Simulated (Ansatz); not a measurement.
# Eu: energy of spin spirals

Is the ferromagnetic state of Eu stable against spirals with wavevectors from Γ to H? Methods of the runs shown: LAPW. Companion runs by PAW are cited.

Computed with Ansatz 0.2.0 (DFT, LDA, all-electron LAPW, scalar-relativistic, unless a step's input says otherwise).

### 1 The starting structure

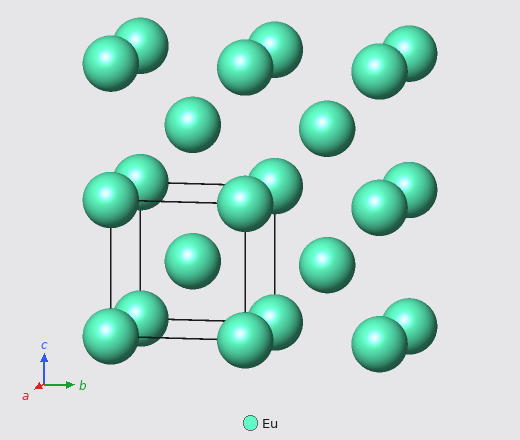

Start, viewed slightly off an axis; europium green. 1×2×2 cells are drawn. Atoms on the faces are drawn again on the opposite ones. The cell drawn here is the conventional one.

Coordinates:

```
Eu
1.0
    -2.30300    2.30300    2.30300
     2.30300   -2.30300    2.30300
     2.30300    2.30300   -2.30300
Eu
1
Direct
  0.00000 0.00000 0.00000
```

### 2 Spiral at q = 0, LAPW

Input file input.yaml:

```yaml
crystal:
  lattice:
    - [-2.303, 2.303, 2.303]
    - [2.303, -2.303, 2.303]
    - [2.303, 2.303, -2.303]
  atoms:
    - { symbol: Eu, position: [0.0, 0.0, 0.0], spin: 7.1, spin_axis: [1.0, 0.0, 0.0] }
magnetization:
  noncollinear: true
  spin_spiral: { q: [0.0, 0.0, 0.0] }
kpoints:
  mp_grid: { grid: [12, 12, 12] }
scf:
  occupations: { method: fermi_dirac, width: 0.05 }
hamiltonian:
  xc: lda
  pseudopotentials: { kind: all_electron, lapw: { basis_error: 0.0005 } }
output:
  eigenvalues: false
```

Launch:

```sh
ansatz run input.yaml --threads 2 --pin off --max-ram 5120MiB --backend cpu --events-out ev --progress --plain --runs-dir out
```

The program printed, cut to the lines that bear on the results:

```text
settings of this run that can trade accuracy for cost: output.eigenvalues: false. Do not mix this run's numbers with those of runs without the same settings; the input reference describes each key
LAPW: plane waves up to 6.661 Å⁻¹, error target 5.0e-4 eV per atom; small_component_spin mean_spin; Eu in spheres of 1.994 Å, 27 of its electrons in bands, Dirac shells []
band count auto-derived: 40 (N_el = 27.0; filled up to band 27; 36 by the electrons, moments and atoms)
[...]
Pseudopotentials: kind: all_electron
Pseudopotential: Eu, LAPW, valence charge 27, Koelling and Harmon's equation, gaussian nucleus
Functional definition: SPW92
[...]
Crystal: 1 atoms, lattice volume = 48.859 Å³
Basis set: ecut = 169.02312285335492 eV, 225 PW (Γ), exchange–correlation at level 2
Bands: 40, of which v1, the nominal top of the filled ones, is band 27 counted from 1 (26 counted from 0)
Symmetry: 48 space group operations
k-points: 72 of 1728
Spin spiral: q = (0, 0, 0) of the reciprocal vectors; moments are told in the frame that turns with it, a site's in that at the site
[...]
Starting moments: Σ|m| = 7.1 μB on 1 of 1 site
[...]
SCF iter   1: F=—  HF=-294870.439716 eV  |F-HF|=—  |Δ(HF+E_count)|=         —  Δρ=4.82e-3  dr2=1.75e-2  dr2_m=6.09e-4  ethr=6.44e-5  |M|=7.14e0 ∫|m|=7.14e0 μB  β_m=0.30  ⟨swp⟩=3.2  Hψ=18819  notcnv=0
[...]
spin=Noncollinear: Kerker preconditioning applied to the charge; magnetization (m_x, m_y, m_z) channels mix plain (no charge-response kernel on spin).
[...]
the basis was enlarged: its passes take 9.7 MiB over the memory plan, 2 of 2 planned eigensolver slots
[...]
spin-set hold released at iteration 11 (site moments contracting): the magnetisation degrees of freedom join the quasi-Newton model from the next iteration; the mixer history was flushed
[...]
SCF iter  16: F=-294870.438813 eV  HF=-294870.438813 eV  |F-HF|=1.24e-8  |Δ(HF+E_count)|=   4.56e-8  Δρ=7.13e-6  dr2=4.02e-8  dr2_m=1.56e-9  ethr=4.39e-10  |M|=7.27e0 ∫|m|=7.27e0 μB  ⟨swp⟩=2.0  Hψ=8632  notcnv=0
[...]
WARN: this state was not checked for a lower one beside it: the run's test of it (scf.lower_state_search) could not run behind this SCF: none is made under non-collinear spin (noncollinear)
SCF converged after 16 iterations
Magnetization: |M| = 7.2681 μB,  M = (+7.2681, -0.0000, +0.0000) μB
Absolute magnetization: 7.2683 μB (∫|m|)
  site 0: m = (+7.1339, -0.0000, +0.0000) μB, |m| = 7.1339 μB  (R = 1.99 Å)
Free energy (F): -294870.438813 eV
[...]
E sigma→0 (E₀):  -294870.432976 eV
Entropy (-TS):   -0.011675 eV (-11.675 meV/atom)
Fermi energy:    8.900635 eV
[...]
settings of this run that can trade accuracy for cost: output.eigenvalues: false. Do not mix this run's numbers with those of runs without the same settings; the input reference describes each key
```

Run time: 38 s. Hardware: 2 threads of Intel Xeon 6975P-C (Granite Rapids), shared host; peak memory 0.55 GiB.

In short: moment of the cell in the turning frame 7.27 μB; moments (x, y, z) Eu (7.13, 0.00, 0.00) μB.

### 3 Spiral at 0.167 of the way from Γ to H, LAPW

input.yaml, as its differences from that of step 2:

```diff
@@ -9,5 +9,5 @@
   noncollinear: true
-  spin_spiral: { q: [0.0, 0.0, 0.0] }
+  spin_spiral: { q: [0.0833333333, -0.0833333333, 0.0833333333] }
 kpoints:
-  mp_grid: { grid: [12, 12, 12] }
+  mp_grid: { grid: [12, 12, 12], shift: [0.5, 0.5, 0.5] }
 scf:
```

Launch:

```sh
ansatz run input.yaml --threads 2 --pin off --max-ram 5120MiB --backend cpu --events-out ev --progress --plain --runs-dir out
```

The program printed, cut to the lines that bear on the results:

```text
settings of this run that can trade accuracy for cost: output.eigenvalues: false. Do not mix this run's numbers with those of runs without the same settings; the input reference describes each key
LAPW: plane waves up to 6.661 Å⁻¹, error target 5.0e-4 eV per atom; small_component_spin mean_spin; Eu in spheres of 1.994 Å, 27 of its electrons in bands, Dirac shells []
band count auto-derived: 40 (N_el = 27.0; filled up to band 27; 36 by the electrons, moments and atoms)
[...]
Pseudopotentials: kind: all_electron
Pseudopotential: Eu, LAPW, valence charge 27, Koelling and Harmon's equation, gaussian nucleus
Functional definition: SPW92
[...]
Crystal: 1 atoms, lattice volume = 48.859 Å³
Basis set: ecut = 169.02312285335492 eV, 249 PW (Γ), exchange–correlation at level 2
Bands: 40, of which v1, the nominal top of the filled ones, is band 27 counted from 1 (26 counted from 0)
Symmetry: 8 space group operations
k-points: 159 of 1728
[...]
spin-set hold released at iteration 11 (site moments contracting): the magnetisation degrees of freedom join the quasi-Newton model from the next iteration; the mixer history was flushed
[...]
SCF iter  17: F=-294870.447242 eV  HF=-294870.447242 eV  |F-HF|=2.22e-8  |Δ(HF+E_count)|=   6.69e-9  Δρ=1.05e-6  dr2=6.60e-10  dr2_m=1.42e-10  ethr=7.34e-11  |M|=7.35e0 ∫|m|=7.37e0 μB  ⟨swp⟩=3.0  Hψ=19569  notcnv=0
[...]
WARN: this state was not checked for a lower one beside it: the run's test of it (scf.lower_state_search) could not run behind this SCF: none is made under non-collinear spin (noncollinear)
SCF converged after 17 iterations
Magnetization: |M| = 7.3513 μB,  M = (+7.3513, +0.0000, +0.0000) μB
Absolute magnetization: 7.3686 μB (∫|m|)
  site 0: m = (+7.1941, -0.0000, +0.0000) μB, |m| = 7.1941 μB  (R = 1.99 Å)
Free energy (F): -294870.447242 eV
[...]
E sigma→0 (E₀):  -294870.442561 eV
Entropy (-TS):   -0.009362 eV (-9.362 meV/atom)
Fermi energy:    8.893868 eV
[...]
settings of this run that can trade accuracy for cost: output.eigenvalues: false. Do not mix this run's numbers with those of runs without the same settings; the input reference describes each key
```

Run time: 87 s. Hardware: 2 threads of Intel Xeon 6975P-C (Granite Rapids), shared host; peak memory 0.78 GiB.

In short: moment of the cell in the turning frame 7.35 μB; moments (x, y, z) Eu (7.19, 0.00, 0.00) μB.

### 4 Spiral at 0.5 of the way from Γ to H, LAPW

input.yaml, as its differences from that of step 3:

```diff
@@ -9,3 +9,3 @@
   noncollinear: true
-  spin_spiral: { q: [0.0833333333, -0.0833333333, 0.0833333333] }
+  spin_spiral: { q: [0.25, -0.25, 0.25] }
 kpoints:
```

Launch:

```sh
ansatz run input.yaml --threads 2 --pin off --max-ram 5120MiB --backend cpu --events-out ev --progress --plain --runs-dir out
```

The program printed, cut to the lines that bear on the results:

```text
settings of this run that can trade accuracy for cost: output.eigenvalues: false. Do not mix this run's numbers with those of runs without the same settings; the input reference describes each key
LAPW: plane waves up to 6.661 Å⁻¹, error target 5.0e-4 eV per atom; small_component_spin mean_spin; Eu in spheres of 1.994 Å, 27 of its electrons in bands, Dirac shells []
band count auto-derived: 40 (N_el = 27.0; filled up to band 27; 36 by the electrons, moments and atoms)
[...]
Pseudopotentials: kind: all_electron
Pseudopotential: Eu, LAPW, valence charge 27, Koelling and Harmon's equation, gaussian nucleus
Functional definition: SPW92
[...]
Crystal: 1 atoms, lattice volume = 48.859 Å³
Basis set: ecut = 169.02312285335492 eV, 257 PW (Γ), exchange–correlation at level 2
Bands: 40, of which v1, the nominal top of the filled ones, is band 27 counted from 1 (26 counted from 0)
Symmetry: 8 space group operations
k-points: 159 of 1728
[...]
spin-set hold released at iteration 11 (site moments contracting): the magnetisation degrees of freedom join the quasi-Newton model from the next iteration; the mixer history was flushed
[...]
SCF iter  16: F=-294870.436275 eV  HF=-294870.436275 eV  |F-HF|=2.44e-9  |Δ(HF+E_count)|=   6.96e-7  Δρ=3.26e-6  dr2=1.11e-8  dr2_m=5.67e-10  ethr=4.86e-10  |M|=7.11e0 ∫|m|=7.26e0 μB  ⟨swp⟩=3.0  Hψ=19614  notcnv=0
[...]
WARN: this state was not checked for a lower one beside it: the run's test of it (scf.lower_state_search) could not run behind this SCF: none is made under non-collinear spin (noncollinear)
SCF converged after 16 iterations
Magnetization: |M| = 7.1085 μB,  M = (+7.1085, +0.0000, +0.0000) μB
Absolute magnetization: 7.2637 μB (∫|m|)
  site 0: m = (+7.1067, +0.0000, +0.0000) μB, |m| = 7.1067 μB  (R = 1.99 Å)
Free energy (F): -294870.436275 eV
[...]
E sigma→0 (E₀):  -294870.431292 eV
Entropy (-TS):   -0.009965 eV (-9.965 meV/atom)
Fermi energy:    8.842769 eV
[...]
settings of this run that can trade accuracy for cost: output.eigenvalues: false. Do not mix this run's numbers with those of runs without the same settings; the input reference describes each key
```

Wall time 82 s (2 threads of Intel Xeon 6975P-C (Granite Rapids), shared host); peak memory 0.78 GiB.

Result: moment of the cell in the turning frame 7.11 μB; moments (x, y, z) Eu (7.11, 0.00, 0.00) μB.

### 5 The series in one table

The PAW rows are taken from companion runs at the same settings.

Free energies are per magnetic atom (1 in the cell), from each method's spiral at q = 0. Moments are those in the frame that turns with the spiral.

| run | method | energy from the method's reference (meV/magnetic atom) | total moment (μB) | largest site moment (μB) | cycles | time |
| --- | --- | --- | --- | --- | --- | --- |
| 0 of Γ–H, q = (0.000, 0.000, 0.000) | LAPW | 0.0 | 7.27 | 7.13 | 16 | 38 s |
| 0.167 of Γ–H, q = (0.083, -0.083, 0.083) | LAPW | -8.4 | 7.35 | 7.19 | 17 | 87 s |
| 0.5 of Γ–H, q = (0.250, -0.250, 0.250) | LAPW | 2.5 | 7.11 | 7.11 | 16 | 82 s |
| 0 of Γ–H, q = (0.000, 0.000, 0.000) | PAW | 0.0 | 7.27 | 7.06 | 18 | 13 s |
| 0.167 of Γ–H, q = (0.083, -0.083, 0.083) | PAW | -8.5 | 7.35 | 7.10 | 17 | 31 s |
| 0.333 of Γ–H, q = (0.167, -0.167, 0.167) | PAW | -10.6 | 7.30 | 7.09 | 18 | 38 s |
| 0.5 of Γ–H, q = (0.250, -0.250, 0.250) | PAW | 2.7 | 7.11 | 7.04 | 20 | 37 s |
| 0.667 of Γ–H, q = (0.333, -0.333, 0.333) | PAW | 19.7 | 6.85 | 6.99 | 21 | 40 s |
| 0.833 of Γ–H, q = (0.417, -0.417, 0.417) | PAW | 32.0 | 6.57 | 6.95 | 16 | 33 s |
| 1 of Γ–H, q = (0.500, -0.500, 0.500) | PAW | 35.8 | 6.30 | 6.93 | 18 | 35 s |

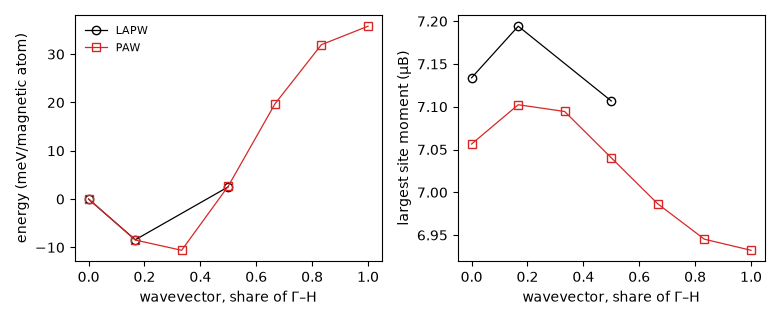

Energy and moment of the spiral against its wavevector.

### 6 Results

| quantity | value |
| --- | --- |
| lowest of the spirals run (LAPW) | 0.167 of Γ–H, -8.4 meV |
| energy at 0.5 of Γ–H (LAPW) | +2.5 meV |
| lowest of the spirals run (PAW) | 0.333 of Γ–H, -10.6 meV |
| energy at 1 of Γ–H (PAW) | +35.8 meV |

By LAPW a spiral at 0.167 of Γ–H lies 8.4 meV a magnetic atom under q = 0, so at this level and mesh the ferromagnet isn't the lowest state. No U acts on the open f shell, so these are results of the method and may differ from the real material's. The magnetic state is the one reached from the start moments in this cell; it needn't be the ground state. The k mesh (12×12×12) wasn't tested for convergence.
